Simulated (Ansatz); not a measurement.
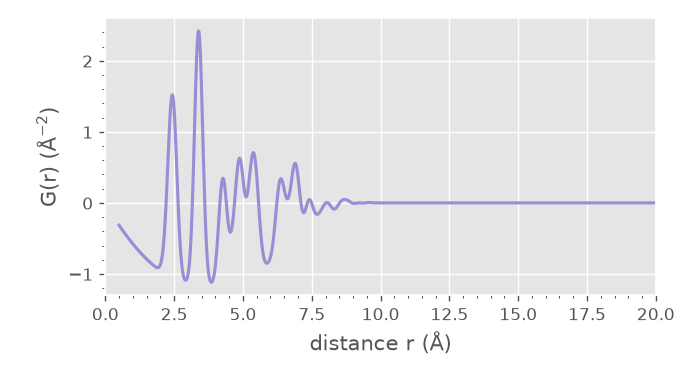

The curve is a calculated X-ray PDF: distances of the static structure, each pair weighted by the product of the atomic numbers (X-ray weights at Q = 0), broadened by Gaussians with σ = 0.15 Å, for spherical particles of Zn with the bulk structure: the bulk G(r) is multiplied by the envelope of a sphere of diameter D, 1 − 3r/2D + r³/2D³, with no surface relaxation. The number density is 0.054 atoms per Å³. Basis of the simulation: the geometry relaxed with Ansatz 0.2.0, DFT PBEsol, scalar-relativistic, plane waves, PAW; the starting structure was generated, so it need not be a known form of this composition.

**How large are the particles?**

About 10 Å (1.0 nm): the signal vanishes at r = D, fading from view somewhat earlier.

**Roughly how many atoms does one particle hold?**

About 28 (number density 0.054 Å⁻³ times πD³/6).
